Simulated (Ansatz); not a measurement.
Run report: Si, single-point calculation

System: Si (8 atoms in the cell).
Method: DFT LDA, scalar-relativistic, plane waves, PAW, no spin polarisation (Ansatz 0.2.0).

The structure derives from a Materials Project entry.

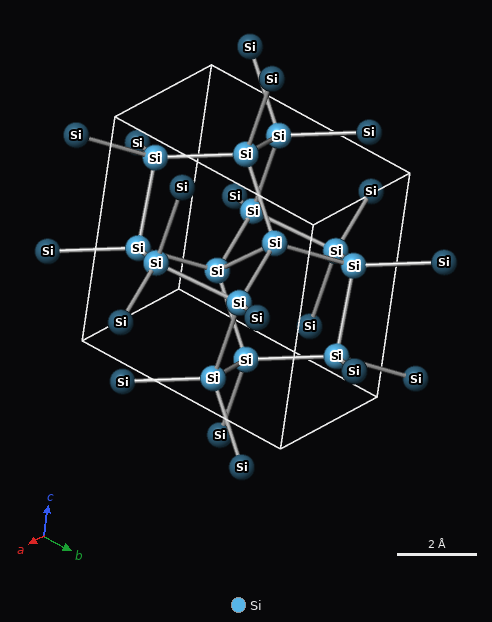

*The input geometry (ball-and-stick view of the cell of the calculation, seen slightly off an axis; neighbours outside the cell are drawn fainter). An atom can appear more than once, as a periodic image.*

Summary:

```csv
quantity,value
outcome,converged
space group (tolerance 0.01 Å),R-3 (148)
electrons treated,32
free energy,−4868.1800 eV
Fermi energy,7.334 eV
gap on the k-point mesh,none (metallic)
pressure,−2.75 GPa
largest force (length of the vector),0.079 eV/Å
hardware,"2 threads of Arm Neoverse V2, 24 GiB of memory available, shared host"
wall time,3.1 s (CPU time 6 s)
peak memory,0.41 GiB
```

Input:
```yaml
crystal:
  lattice:
    - [4.7132352766, 2.7211876557, 1.8839989006]
    - [-4.7132352766, 2.7211876557, 1.8839989006]
    - [0.0, -5.4423753114, 1.8839989006]
  atoms:
    - { symbol: Si, position: [0.01710242, 0.71491061, 0.5187605] }
    - { symbol: Si, position: [0.98289758, 0.28508939, 0.4812395] }
    - { symbol: Si, position: [0.71284515, 0.71284515, 0.71284515] }
    - { symbol: Si, position: [0.28508939, 0.4812395, 0.98289758] }
    - { symbol: Si, position: [0.4812395, 0.98289758, 0.28508939] }
    - { symbol: Si, position: [0.71491061, 0.5187605, 0.01710242] }
    - { symbol: Si, position: [0.28715485, 0.28715485, 0.28715485] }
    - { symbol: Si, position: [0.5187605, 0.01710242, 0.71491061] }
basis:
  ecutwfc: 420
kpoints:
  mp_grid: { grid: [6, 6, 6] }
hamiltonian:
  xc: lda
scf:
  occupations: { method: gaussian, width: 0.1 }
output:
  forces: true
  stress: true
  eigenvalues: true
```

Launch command:
```bash
ansatz run input.yaml --threads 2 --pin off --max-ram 5120MiB --backend cpu --events-out ev --progress --plain --runs-dir out
```

Output:
```
Engine: ansatz 0.2.0, aarch64-unknown-linux-gnu
Pseudopotentials: kind: paw
Pseudopotential: Si, paw, valence charge 4, recommended cutoff 420 eV (normal), Si.paw.azcp
Functional definition: SPW92
  exchange = slater_x
  correlation = pw_c
Crystal: 8 atoms, lattice volume = 144.980 Å³
Basis set: ecut = 420 eV, 2851 PW (Γ)
Bands: 24, of which v1, the nominal top of the filled ones, is band 16 counted from 1 (15 counted from 0)
Symmetry: 6 space group operations
Space group: R-3 (ITA 148), of the structure as read, at distance tolerance 5.3e-5 Å
k-points: 40 of 216
Non-local potential: Si, projectors of the file, l = 0: 2, l = 1: 2, l = 2: 2
PAW form: soft (Blöchl's): semilocal exchange-correlation on the pseudo side does not see the compensation charge
PAW frozen core: Si, regenerated for the run's functional, and the local potential with it (the file was generated under x = pbe(κ = 0.804, μ = 0.2195149727645171), c = pbe(β = 0.06672455060314922))
PAW one-centre angular grid: Si, 110 points (default); XC on 64 Gauss nodes
Initial density: superposition of atomic densities (neutral atoms: chi_scale 0, normalization atom), corrected by the library's trained network
Initial wavefunctions: pseudopotential atomic-orbital guess
Functional: x = slater, c = lda
SCF iter   1: F=—  HF=-4868.185483 eV  |F-HF|=—  |Δ(HF+E_count)|=         —  Δρ=4.10e-3  dr2=2.08e-2  ethr=1.77e-3  ⟨swp⟩=7.0  Hψ=5596  notcnv=0
preconditioner: auto → Resta (q_TF=auto, 2.121 Å⁻¹)  ε∞=6.1  [insulator: Δε(μ)=0.191 eV  Ē_g=7.740 eV  σ=0.100 eV  W_gap=0.65  n_scr=18 (ndim 8)  ℏωp=17.4 eV  f_vac=0.000  D(μ)=0.16/eV (n_scr^D=0)  ε∞_Penn≈6.1]
SCF iter   2: F=—  HF=-4868.181735 eV  |F-HF|=—  |Δ(HF+E_count)|=   3.75e-3  Δρ=2.29e-3  dr2=6.21e-3  ethr=6.50e-5  ⟨swp⟩=1.1  Hψ=1316  notcnv=0
SCF iter   3: F=—  HF=-4868.180044 eV  |F-HF|=—  |Δ(HF+E_count)|=   1.69e-3  Δρ=2.04e-4  dr2=6.19e-5  ethr=1.94e-5  ⟨swp⟩=2.7  Hψ=1507  notcnv=0
automatic band count: iteration 3 solves 23 bands in place of 24: the levels show a gap, and the empty bands left out lie too high to hold charge; the band table lists the bands solved (type scf.n_extra_bands for more)
SCF iter   4: F=—  HF=-4868.180031 eV  |F-HF|=—  |Δ(HF+E_count)|=   1.30e-5  Δρ=3.76e-5  dr2=1.90e-6  ethr=1.94e-7  ⟨swp⟩=2.4  Hψ=1476  notcnv=0
iter 5 did not close the SCF: its close was put off for the readings that it lacked (scf_convergence_deferred on its scf_iter line)
SCF iter   5: F=-4868.180031 eV  HF=-4868.180031 eV  |F-HF|=2.40e-8  |Δ(HF+E_count)|=   5.58e-8  Δρ=7.05e-6  dr2=9.06e-8  ethr=5.93e-9  ⟨swp⟩=2.0  Hψ=1499  notcnv=0
SCF iter   6: F=-4868.180031 eV  HF=-4868.180031 eV  |F-HF|=3.32e-10  |Δ(HF+E_count)|=   2.91e-9  Δρ=1.02e-6  dr2=1.64e-9  ethr=2.83e-10  ⟨swp⟩=6.8  Hψ=4193  notcnv=0
SCF 1 converged in 6 iterations: F = -4868.180031 eV  dr2 = 1.64e-9
  greatest PAW one-centre occupation: 0.646 electrons in one spin orbital (limit 2), on the Si atom at site 6 (counted from 0), in its partial waves of l = 0
SCF converged after 6 iterations
Free energy (F): -4868.180031 eV
Harris-Foulkes:  -4868.180031 eV  (|F-HF|=3.32e-10)
Internal energy: -4868.179207 eV  (E = F + TS)
E sigma→0 (E₀):  -4868.179619 eV
Entropy (-TS):   -0.000824 eV (-0.103 meV/atom)
Fermi energy:    7.334251 eV
--- Per-component energies (eV) ---
  E_band       = 65.664847
  E_kinetic    = 323.479645
  E_local      = -153.030848  (includes V_loc(G=0)·N_el)
  E_nonlocal   = 214.816254
  E_hartree    = 40.379166
  E_xc         = -439.345053
  E_vxc        = -378.200792  (∫ρ·V_xc dr)
  E_paw        = -3888.171197  (= ΣΔE_a)
  E_vpaw       = -22.157837  (= ΣTr[D̂ρ^β])
  E_aug_tail   = 0.000046  (compensation charges beyond the density's cutoff)
  E_ewald      = -966.981866
  E_core_change = 0.674646  (= ΣΔE_core)
  E_smearing   = -0.000824  (= −TS)
  E_closure    = -0.000000  (closes the sum)
  Σ components = -4868.180031   (vs F -4868.180031, Δ=0.00e0)
--- Forces (eV/Å), atoms counted from 1 ---
  atom   1  Si    -0.05151567     0.03796708     0.04638141
  atom   2  Si     0.05151567    -0.03796708    -0.04638141
  atom   3  Si    -0.00000000     0.00000000     0.03703354
  atom   4  Si    -0.05863830    -0.02563034    -0.04638141
  atom   5  Si     0.00712262     0.06359742    -0.04638141
  atom   6  Si     0.05863830     0.02563034     0.04638141
  atom   7  Si     0.00000000    -0.00000000    -0.03703354
  atom   8  Si    -0.00712262    -0.06359742     0.04638141
  max |Σ_I F_I| component: 4.16e-17 eV/Å
--- Stress (GPa, compression-positive) ---
       -2.854781      -0.000000       0.000000
        0.000000      -2.854781      -0.000000
        0.000000      -0.000000      -2.529034
  P = ⅓ Tr σ = -2.7462 GPa (-27.462 kbar)
--- Band table (eV; the first three rows and the last of 40) ---
  k-point 0: bands = ["-5.3381", "-0.9021", "-0.5345", "-0.5345", "-0.2894", "0.8867", "0.8867", "1.0025", "2.5178", "2.5178", "3.0717", "3.3719", "3.3719", "6.0339", "6.0339", "6.5495", "9.0844", "9.3274", "9.3274", "11.3356", "11.3356", "11.9454", "12.1999"]
  k-point 1: bands = ["-5.1719", "-1.4116", "-1.0656", "-0.6608", "-0.4005", "0.7657", "1.0653", "1.6162", "2.2904", "2.8838", "3.6579", "3.9052", "4.3402", "5.3716", "5.5430", "6.3340", "9.3382", "9.8827", "9.9675", "10.3297", "10.5941", "10.9778", "11.6832"]
  k-point 2: bands = ["-4.6920", "-2.5961", "-1.4330", "-0.9555", "-0.5445", "0.4861", "1.5595", "2.4328", "2.5634", "3.8742", "4.0266", "4.5574", "4.9798", "5.2124", "5.8873", "6.3639", "8.2147", "8.7402", "9.3649", "9.8998", "10.1759", "10.4810", "11.3436"]
  k-point 39: bands = ["-2.9212", "-2.9212", "-2.6960", "-1.8560", "-1.3480", "-1.3480", "3.1457", "4.0279", "4.0279", "4.0578", "4.4702", "4.4702", "5.0436", "5.3440", "7.5230", "7.5230", "9.0405", "9.7651", "10.0462", "10.0462", "10.1373", "10.2183", "10.2183"]
```

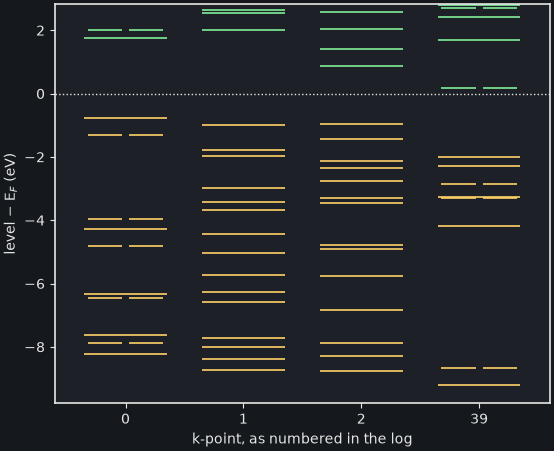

*Kohn–Sham levels near the Fermi level (dotted) at the few k-points that the log prints; levels within 0.02 eV of each other stand side by side.*

The system is metallic on the full mesh.
